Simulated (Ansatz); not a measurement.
## Geometry relaxation, with input and output: SiC (part 2 of 2)

The same run, continued: SiC (P6₃mc, 12 atoms in the cell); DFT PBE, scalar-relativistic, plane waves, PAW, no spin polarisation (Ansatz 0.2.0); cutoff 420 eV, 12×12×2 k-mesh, Gaussian smearing of 0.02 eV. The structure derives from a Materials Project entry.

Geometry of the input (Å; fractional positions):
```
3.0766  0.0000  0.0000
-1.5383  2.6644  0.0000
0.0000  0.0000  15.0981
Si 0.3333  0.6667  0.8330
Si 0.6667  0.3333  0.3330
Si 0.6667  0.3333  0.6665
Si 0.3333  0.6667  0.1665
Si 0.0000  0.0000  0.4997
Si 0.0000  0.0000  0.9997
C  0.0000  0.0000  0.8744
C  0.0000  0.0000  0.3744
C  0.3333  0.6667  0.7080
C  0.6667  0.3333  0.2080
C  0.6667  0.3333  0.5415
C  0.3333  0.6667  0.0415
```

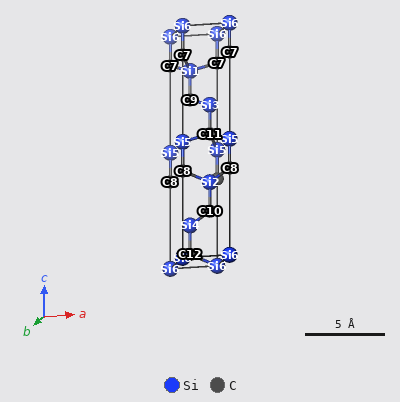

**Figure 1.** The geometry at step 4 of the log (ball-and-stick view of the cell of the calculation, seen at an oblique angle; atoms are numbered from 1 in the order of the input).

What the program printed, continued:
```
SCF iter   1: F=—  HF=-5322.969515 eV  |F-HF|=—  |Δ(HF+E_count)|=         —  Δρ=6.29e-5  dr2=6.17e-6  ethr=1.34e-8  ⟨swp⟩=1.0  Hψ=4390  notcnv=0
preconditioner: auto → none  [insulator: Δε(μ)=2.030 eV  Ē_g=11.844 eV  σ=0.020 eV  W_gap=1.00  n_scr=10 (ndim 8)  ℏωp=22.9 eV  f_vac=0.000  D(μ)=0.00/eV (n_scr^D=0)  ε∞_Penn≈4.7]
SCF iter   2: F=—  HF=-5322.969522 eV  |F-HF|=—  |Δ(HF+E_count)|=   7.03e-6  Δρ=1.07e-5  dr2=1.83e-7  ethr=1.29e-8  ⟨swp⟩=2.0  Hψ=2059  notcnv=0
SCF iter   3: F=—  HF=-5322.969522 eV  |F-HF|=—  |Δ(HF+E_count)|=   3.56e-8  Δρ=3.15e-6  dr2=1.01e-8  ethr=3.82e-10  ⟨swp⟩=2.7  Hψ=2373  notcnv=0
iter 4 did not close the SCF: its close was put off for the readings that it lacked (scf_convergence_deferred on its scf_iter line)
SCF iter   4: F=-5322.969522 eV  HF=-5322.969522 eV  |F-HF|=1.00e-9  |Δ(HF+E_count)|=   1.17e-9  Δρ=5.65e-7  dr2=1.29e-9  ethr=2.11e-11  ⟨swp⟩=2.9  Hψ=2488  notcnv=0
iter 5 did not close the SCF: its close was put off for the readings that it lacked (scf_convergence_deferred on its scf_iter line)
SCF iter   5: F=-5322.969522 eV  HF=-5322.969522 eV  |F-HF|=9.09e-12  |Δ(HF+E_count)|=  2.33e-10  Δρ=2.17e-7  dr2=4.86e-11  ethr=2.69e-12  ⟨swp⟩=2.3  Hψ=1875  notcnv=0
SCF iter   6: F=-5322.969522 eV  HF=-5322.969522 eV  |F-HF|=0.00e0  |Δ(HF+E_count)|=  2.73e-11  Δρ=4.78e-8  dr2=1.73e-12  ethr=1.00e-12  ⟨swp⟩=2.0  Hψ=3126  notcnv=0
SCF 7 converged in 6 iterations: F = -5322.969522 eV  dr2 = 1.73e-12
relax step   7: F+E_penalty+E_count = -5322.96952181 eV  Δ(F+E_penalty+E_count) = +5.237e-5 eV  max|allowed force component| = 7.796e-5 eV/Å  Δτ_max = 0.0000 Å  P = +0.001 GPa  Ω = 125.983 Å³  energy of the carried Pulay correction = -5.814e-5 eV  (6 SCF iters, dr2 threshold 8.23e-9 eV, accepted)
iter 1 solved again at ethr=8.60e-8 eV; its pass at ethr=3.10e-3 eV (dr2=4.13e-5 eV) is discarded
SCF iter   1: F=—  HF=-5322.969577 eV  |F-HF|=—  |Δ(HF+E_count)|=         —  Δρ=4.53e-6  dr2=1.17e-8  ethr=8.60e-8  ⟨swp⟩=3.3  Hψ=11149  notcnv=0
eigensolver tolerance schedule: the retry pair's looser diagonalisation over-reported the residual by 3536.54 of it (diagonalisation noise at 0.11 of the residual, at the tolerance the schedule requests for it); recorded, not acted on — ethr = c·dr2/N_el stays at c = 1.0e-1
preconditioner: auto → none  [insulator: Δε(μ)=2.031 eV  Ē_g=11.845 eV  σ=0.020 eV  W_gap=1.00  n_scr=10 (ndim 8)  ℏωp=22.9 eV  f_vac=0.000  D(μ)=0.00/eV (n_scr^D=0)  ε∞_Penn≈4.7]
SCF iter   2: F=—  HF=-5322.969586 eV  |F-HF|=—  |Δ(HF+E_count)|=   8.34e-6  Δρ=2.46e-6  dr2=4.30e-9  ethr=2.43e-11  ⟨swp⟩=3.0  Hψ=3100  notcnv=0
SCF iter   3: F=—  HF=-5322.969586 eV  |F-HF|=—  |Δ(HF+E_count)|=  4.56e-10  Δρ=1.59e-6  dr2=1.53e-9  ethr=8.96e-12  ⟨swp⟩=1.0  Hψ=1368  notcnv=0
SCF iter   4: F=—  HF=-5322.969586 eV  |F-HF|=—  |Δ(HF+E_count)|=  6.64e-11  Δρ=5.23e-7  dr2=1.49e-10  ethr=3.18e-12  ⟨swp⟩=2.0  Hψ=2140  notcnv=0
iter 5 did not close the SCF: its close was put off for the readings that it lacked (scf_convergence_deferred on its scf_iter line)
SCF iter   5: F=-5322.969586 eV  HF=-5322.969586 eV  |F-HF|=0.00e0  |Δ(HF+E_count)|=  2.27e-11  Δρ=1.32e-7  dr2=9.22e-12  ethr=1.00e-12  ⟨swp⟩=1.0  Hψ=1368  notcnv=0
SCF iter   6: F=-5322.969586 eV  HF=-5322.969586 eV  |F-HF|=1.82e-12  |Δ(HF+E_count)|=  9.09e-13  Δρ=6.55e-8  dr2=2.77e-12  ethr=1.00e-12  ⟨swp⟩=2.5  Hψ=3971  notcnv=0
SCF 8 converged in 6 iterations: F = -5322.969586 eV  dr2 = 2.77e-12
relax step   8: F+E_penalty+E_count = -5322.96958580 eV  Δ(F+E_penalty+E_count) = -6.399e-5 eV  max|allowed force component| = 7.096e-5 eV/Å  Δτ_max = 0.0000 Å  P = +0.001 GPa  Ω = 125.983 Å³  stress off target by 1.55e-3 GPa  SCF on the basis re-selected at this cell (its energy is not comparable with the rows above)  (6 SCF iters)
basis re-selected at this cell: Δ(F+E_penalty+E_count) = -6.399e-5 eV, ΔP = +0.000 GPa vs the last step (what re-selecting the basis moved, of the pressure what is left beyond the Pulay correction that the steps carried, after the strain that the cell walked since its last selection, with what the two solves' SCF thresholds leave and, on support functions, any second-order correction that the steps lacked; it is no measure of the basis error at this ecutwfc). This SCF's stress stands 1.55e-3 GPa from its target on what of the cell is left free (relax.cell.stress_tol is 5.00e-2 GPa) and its largest allowed force component is 7.10e-5 eV/Å (relax.f_tol is 5.00e-3 eV/Å): within both
SCF converged after 6 iterations
Free energy (F): -5322.969586 eV
Harris-Foulkes:  -5322.969586 eV  (|F-HF|=1.82e-12)
Internal energy: -5322.969586 eV  (E = F + TS)
E sigma→0 (E₀):  -5322.969586 eV
Fermi energy:    10.356643 eV
--- Per-component energies (eV) ---
  E_band       = 165.141917
  E_kinetic    = 809.593039
  E_local      = -633.370429  (includes V_loc(G=0)·N_el)
  E_nonlocal   = 309.949392
  E_hartree    = 194.021660
  E_xc         = -631.496959
  E_vxc        = -654.242355  (∫ρ·V_xc dr)
  E_paw        = -3672.107932  (= ΣΔE_a)
  E_vpaw       = -54.831129  (= ΣTr[D̂ρ^β])
  E_aug_tail   = 0.000071  (compensation charges beyond the density's cutoff)
  E_ewald      = -1699.558428
  E_smearing   = -0.000000  (= −TS)
  E_closure    = 0.000000  (closes the sum)
  Σ components = -5322.969586   (vs F -5322.969586, Δ=0.00e0)
--- Forces (eV/Å), atoms counted from 1 ---
  atom   1  Si    -0.00000000    -0.00000000     0.00006682
  atom   2  Si     0.00000000     0.00000000     0.00006682
  atom   3  Si    -0.00000000    -0.00000000     0.00006325
  atom   4  Si     0.00000000     0.00000000     0.00006325
  atom   5  Si     0.00000000    -0.00000000     0.00006118
  atom   6  Si    -0.00000000     0.00000000     0.00006118
  atom   7  C      0.00000000     0.00000000    -0.00005834
  atom   8  C      0.00000000    -0.00000000    -0.00005834
  atom   9  C      0.00000000     0.00000000    -0.00007105
  atom  10  C     -0.00000000    -0.00000000    -0.00007105
  atom  11  C      0.00000000     0.00000000    -0.00006241
  atom  12  C     -0.00000000    -0.00000000    -0.00006241
  max |Σ_I F_I| component: 1.10e-6 eV/Å
--- Stress (GPa, compression-positive) ---
        0.000666      -0.000000      -0.000000
       -0.000000       0.000666      -0.000000
       -0.000000      -0.000000       0.001555
  P = ⅓ Tr σ = 0.0010 GPa (0.010 kbar)
--- Band table (eV; the first three rows and the last of 38) ---
  k-point 0: bands = ["-6.0000", "-5.4845", "-5.4495", "-3.9745", "-3.9458", "-2.4878", "0.8367", "3.1448", "3.1829", "6.9243", "6.9510", "8.2006", "8.2006", "8.3870", "8.3870", "8.4936", "8.4936", "8.9603", "8.9603", "9.0407", "9.0407", "9.3060", "9.3413", "9.3413", "14.3877", "14.5596", "14.9615", "15.4597", "15.4702", "15.8716", "16.1801", "16.1801", "16.4105", "16.4105", "16.5990", "16.7087"]
  k-point 1: bands = ["-5.8659", "-5.8659", "-4.8185", "-4.8185", "-3.0181", "-3.0181", "1.5843", "1.5843", "5.0292", "5.0292", "8.2594", "8.2594", "8.2594", "8.2594", "8.5772", "8.5772", "8.7065", "8.7065", "8.7065", "8.7065", "9.2460", "9.2460", "9.2460", "9.2460", "14.4549", "14.4549", "15.1947", "15.1947", "15.8261", "15.8261", "16.2740", "16.2740", "16.2740", "16.2740", "16.6012", "16.6012"]
  k-point 2: bands = ["-5.8808", "-5.3670", "-5.3316", "-3.8629", "-3.8340", "-2.3873", "0.9452", "3.2212", "3.2597", "6.8713", "6.9069", "7.5219", "7.7910", "7.8913", "7.9662", "8.2063", "8.2868", "8.5157", "8.5977", "8.8669", "8.8941", "8.9299", "9.2290", "9.2928", "14.7108", "14.9039", "15.1527", "15.6184", "15.6811", "15.8613", "16.0019", "16.1705", "16.4441", "16.4625", "16.5920", "16.6252"]
  k-point 37: bands = ["-1.5266", "-1.5266", "-1.3979", "-1.3979", "-1.3575", "-1.3575", "1.9288", "1.9288", "2.0959", "2.0959", "2.4886", "2.4886", "3.6091", "3.6091", "4.1461", "4.1461", "4.5650", "4.5650", "6.3225", "6.3225", "6.7317", "6.7317", "7.1016", "7.1016", "13.0081", "13.0081", "13.6616", "13.6616", "14.7599", "14.7599", "16.6364", "16.6364", "17.8285", "17.8285", "18.4969", "18.4969"]
--- Relaxed structure (6 steps of the walk, 6 accepted, 2 SCFs on fresh bases) ---
  F+E_penalty+E_count = -5322.96958580 eV   max|allowed force component| = 7.096e-5 eV/Å   (the final SCF, on the basis selected at the relaxed cell)
  cell:  # Å, volume = 125.9830 Å³
    - [3.0950015815405365, 2.9039974931895663e-9, 1.2682771655413718e-33]
    - [-1.5475007932852038, 2.6803499929151204, 4.59930561511052e-34]
    - [6.223876603912247e-33, 6.005067492912606e-33, 15.18657095565113]
  atoms:
    - { symbol: Si, position: [0.33333333333333326, 0.6666666666666666, 0.8329927007166847] }
    - { symbol: Si, position: [0.6666666666666665, 0.3333333333333333, 0.3329927007166847] }
    - { symbol: Si, position: [0.6666666666666665, 0.3333333333333333, 0.6665012399766655] }
    - { symbol: Si, position: [0.33333333333333326, 0.6666666666666666, 0.16650123997666547] }
    - { symbol: Si, position: [4.543342947943359e-34, -6.545629247402968e-34, 0.49972302523619366] }
    - { symbol: Si, position: [-5.596966157526095e-34, 4.055866473197277e-34, 0.9997230252361936] }
    - { symbol: C, position: [-2.740266424381978e-34, 3.0920832757738886e-34, 0.874371355255027] }
    - { symbol: C, position: [4.745655052585741e-34, -1.9677264053582564e-34, 0.374371355255027] }
    - { symbol: C, position: [0.33333333333333326, 0.6666666666666666, 0.7079991940551666] }
    - { symbol: C, position: [0.6666666666666665, 0.3333333333333333, 0.20799919405516656] }
    - { symbol: C, position: [0.6666666666666665, 0.3333333333333333, 0.5415134847602621] }
    - { symbol: C, position: [0.33333333333333326, 0.6666666666666666, 0.04151348476026213] }
```

Trajectory as extended XYZ (Å, eV, eV/Å), 8 frames, from step=1 to step=8:
```
12
Lattice="3.0766 0.0000 0.0000 -1.5383 2.6644 0.0000 0.0000 0.0000 15.0981" Properties=species:S:1:pos:R:3:forces:R:3 step=1 energy=-5322.94291 pressure_GPa=3.92
Si    0.0000    1.7763   12.5765    0.0000   0.0000   0.0023
Si    1.5383    0.8881    5.0275    0.0000   0.0000   0.0023
Si    1.5383    0.8881   10.0629    0.0000   0.0000   0.0009
Si    0.0000    1.7763    2.5138    0.0000   0.0000   0.0009
Si    0.0000    0.0000    7.5450    0.0000   0.0000  -0.0088
Si    0.0000    0.0000   15.0940    0.0000   0.0000  -0.0088
C     0.0000    0.0000   13.2013    0.0000   0.0000   0.0063
C     0.0000    0.0000    5.6522    0.0000   0.0000   0.0063
C     0.0000    1.7763   10.6894    0.0000   0.0000   0.0008
C     1.5383    0.8881    3.1404    0.0000   0.0000   0.0008
C     1.5383    0.8881    8.1759    0.0000   0.0000  -0.0014
C     0.0000    1.7763    0.6269    0.0000   0.0000  -0.0014
12
Lattice="3.0865 0.0000 0.0000 -1.5433 2.6730 0.0000 0.0000 0.0000 15.1438" Properties=species:S:1:pos:R:3:forces:R:3 step=2 energy=-5322.96160 pressure_GPa=1.77
Si    0.0000    1.7820   12.6148    0.0000   0.0000  -0.0028
Si    1.5433    0.8910    5.0429    0.0000   0.0000  -0.0028
Si    1.5433    0.8910   10.0934    0.0000   0.0000  -0.0015
Si    0.0000    1.7820    2.5215    0.0000   0.0000  -0.0015
Si    0.0000    0.0000    7.5678    0.0000   0.0000  -0.0052
Si    0.0000    0.0000   15.1397    0.0000   0.0000  -0.0052
C     0.0000    0.0000   13.2411    0.0000   0.0000   0.0058
C     0.0000    0.0000    5.6692    0.0000   0.0000   0.0058
C     0.0000    1.7820   10.7217    0.0000   0.0000   0.0019
C     1.5433    0.8910    3.1498    0.0000   0.0000   0.0019
C     1.5433    0.8910    8.2005    0.0000   0.0000   0.0017
C     0.0000    1.7820    0.6286    0.0000   0.0000   0.0017
12
Lattice="3.0944 0.0000 0.0000 -1.5472 2.6798 0.0000 0.0000 0.0000 15.1861" Properties=species:S:1:pos:R:3:forces:R:3 step=3 energy=-5322.96539 pressure_GPa=0.04
Si    0.0000    1.7865   12.6498    0.0000   0.0000   0.0003
Si    1.5472    0.8933    5.0568    0.0000   0.0000   0.0003
Si    1.5472    0.8933   10.1215    0.0000   0.0000  -0.0003
Si    0.0000    1.7865    2.5285    0.0000   0.0000  -0.0003
Si    0.0000    0.0000    7.5888    0.0000   0.0000  -0.0003
Si    0.0000    0.0000   15.1819    0.0000   0.0000  -0.0003
C     0.0000    0.0000   13.2783    0.0000   0.0000   0.0001
C     0.0000    0.0000    5.6853    0.0000   0.0000   0.0001
C     0.0000    1.7865   10.7518    0.0000   0.0000   0.0004
C     1.5472    0.8933    3.1587    0.0000   0.0000   0.0004
C     1.5472    0.8933    8.2235    0.0000   0.0000  -0.0002
C     0.0000    1.7865    0.6305    0.0000   0.0000  -0.0002
12
Lattice="3.0949 0.0000 0.0000 -1.5475 2.6803 0.0000 0.0000 0.0000 15.1833" Properties=species:S:1:pos:R:3:forces:R:3 step=4 energy=-5322.96535 pressure_GPa=-0.00
Si    0.0000    1.7869   12.6477    0.0000   0.0000  -0.0014
Si    1.5475    0.8934    5.0560    0.0000   0.0000  -0.0014
Si    1.5475    0.8934   10.1198    0.0000   0.0000  -0.0013
Si    0.0000    1.7869    2.5281    0.0000   0.0000  -0.0013
Si    0.0000    0.0000    7.5875    0.0000   0.0000  -0.0018
Si    0.0000    0.0000   15.1792    0.0000   0.0000  -0.0018
C     0.0000    0.0000   13.2757    0.0000   0.0000   0.0014
C     0.0000    0.0000    5.6841    0.0000   0.0000   0.0014
C     0.0000    1.7869   10.7497    0.0000   0.0000   0.0010
C     1.5475    0.8934    3.1580    0.0000   0.0000   0.0010
C     1.5475    0.8934    8.2218    0.0000   0.0000   0.0021
C     0.0000    1.7869    0.6302    0.0000   0.0000   0.0021
12
Lattice="3.0947 0.0000 0.0000 -1.5474 2.6801 0.0000 0.0000 0.0000 15.1853" Properties=species:S:1:pos:R:3:forces:R:3 step=5 energy=-5322.96535 pressure_GPa=0.00
Si    0.0000    1.7867   12.6492    0.0000   0.0000   0.0001
Si    1.5474    0.8934    5.0566    0.0000   0.0000   0.0001
Si    1.5474    0.8934   10.1210    0.0000   0.0000   0.0003
Si    0.0000    1.7867    2.5284    0.0000   0.0000   0.0003
Si    0.0000    0.0000    7.5884    0.0000   0.0000   0.0005
Si    0.0000    0.0000   15.1810    0.0000   0.0000   0.0005
C     0.0000    0.0000   13.2776    0.0000   0.0000  -0.0003
C     0.0000    0.0000    5.6849    0.0000   0.0000  -0.0003
C     0.0000    1.7867   10.7512    0.0000   0.0000  -0.0002
C     1.5474    0.8934    3.1585    0.0000   0.0000  -0.0002
C     1.5474    0.8934    8.2230    0.0000   0.0000  -0.0004
C     0.0000    1.7867    0.6304    0.0000   0.0000  -0.0004
12
Lattice="3.0947 0.0000 0.0000 -1.5474 2.6801 0.0000 0.0000 0.0000 15.1853" Properties=species:S:1:pos:R:3:forces:R:3 step=6 energy=-5322.96957 pressure_GPa=0.06
Si    0.0000    1.7867   12.6492    0.0000   0.0000   0.0001
Si    1.5474    0.8934    5.0566    0.0000   0.0000   0.0001
Si    1.5474    0.8934   10.1210    0.0000   0.0000   0.0003
Si    0.0000    1.7867    2.5284    0.0000   0.0000   0.0003
Si    0.0000    0.0000    7.5884    0.0000   0.0000   0.0005
Si    0.0000    0.0000   15.1810    0.0000   0.0000   0.0005
C     0.0000    0.0000   13.2776    0.0000   0.0000  -0.0003
C     0.0000    0.0000    5.6849    0.0000   0.0000  -0.0003
C     0.0000    1.7867   10.7512    0.0000   0.0000  -0.0002
C     1.5474    0.8934    3.1585    0.0000   0.0000  -0.0002
C     1.5474    0.8934    8.2230    0.0000   0.0000  -0.0004
C     0.0000    1.7867    0.6304    0.0000   0.0000  -0.0004
12
Lattice="3.0950 0.0000 0.0000 -1.5475 2.6803 0.0000 0.0000 0.0000 15.1866" Properties=species:S:1:pos:R:3:forces:R:3 step=7 energy=-5322.96952 pressure_GPa=0.00
Si    0.0000    1.7869   12.6503    0.0000   0.0000   0.0001
Si    1.5475    0.8934    5.0570    0.0000   0.0000   0.0001
Si    1.5475    0.8934   10.1219    0.0000   0.0000   0.0001
Si    0.0000    1.7869    2.5286    0.0000   0.0000   0.0001
Si    0.0000    0.0000    7.5891    0.0000   0.0000   0.0001
Si    0.0000    0.0000   15.1824    0.0000   0.0000   0.0001
C     0.0000    0.0000   13.2787    0.0000   0.0000  -0.0001
C     0.0000    0.0000    5.6854    0.0000   0.0000  -0.0001
C     0.0000    1.7869   10.7521    0.0000   0.0000  -0.0001
C     1.5475    0.8934    3.1588    0.0000   0.0000  -0.0001
C     1.5475    0.8934    8.2237    0.0000   0.0000  -0.0001
C     0.0000    1.7869    0.6304    0.0000   0.0000  -0.0001
12
Lattice="3.0950 0.0000 0.0000 -1.5475 2.6803 0.0000 0.0000 0.0000 15.1866" Properties=species:S:1:pos:R:3:forces:R:3 step=8 energy=-5322.96959 pressure_GPa=0.00
Si    0.0000    1.7869   12.6503    0.0000   0.0000   0.0001
Si    1.5475    0.8934    5.0570    0.0000   0.0000   0.0001
Si    1.5475    0.8934   10.1219    0.0000   0.0000   0.0001
Si    0.0000    1.7869    2.5286    0.0000   0.0000   0.0001
Si    0.0000    0.0000    7.5891    0.0000   0.0000   0.0001
Si    0.0000    0.0000   15.1824    0.0000   0.0000   0.0001
C     0.0000    0.0000   13.2787    0.0000   0.0000  -0.0001
C     0.0000    0.0000    5.6854    0.0000   0.0000  -0.0001
C     0.0000    1.7869   10.7521    0.0000   0.0000  -0.0001
C     1.5475    0.8934    3.1588    0.0000   0.0000  -0.0001
C     1.5475    0.8934    8.2237    0.0000   0.0000  -0.0001
C     0.0000    1.7869    0.6304    0.0000   0.0000  -0.0001
```

Summary:

```json
{"quantity": "outcome", "value": "converged"}
{"quantity": "space group (tolerance 0.01 Å)", "value": "P6₃mc (186)"}
{"quantity": "electrons treated", "value": "48"}
{"quantity": "free energy", "value": "−5322.9696 eV"}
{"quantity": "Fermi energy", "value": "10.357 eV"}
{"quantity": "gap on the k-point mesh", "value": "2.03 eV"}
{"quantity": "pressure", "value": "0.00 GPa"}
{"quantity": "final volume", "value": "125.98 Å³"}
{"quantity": "largest force (length of the vector) at the end", "value": "under 0.001 eV/Å"}
{"quantity": "final cell", "value": "a = 3.095 Å, b = 3.095 Å, c = 15.187 Å, α = 90.00°, β = 90.00°, γ = 120.00°"}
{"quantity": "hardware", "value": "4 threads of Arm Neoverse V1, 112 GiB of memory available, shared host"}
{"quantity": "wall time", "value": "45 s (CPU time 2.8 min)"}
{"quantity": "peak memory", "value": "0.49 GiB"}
```
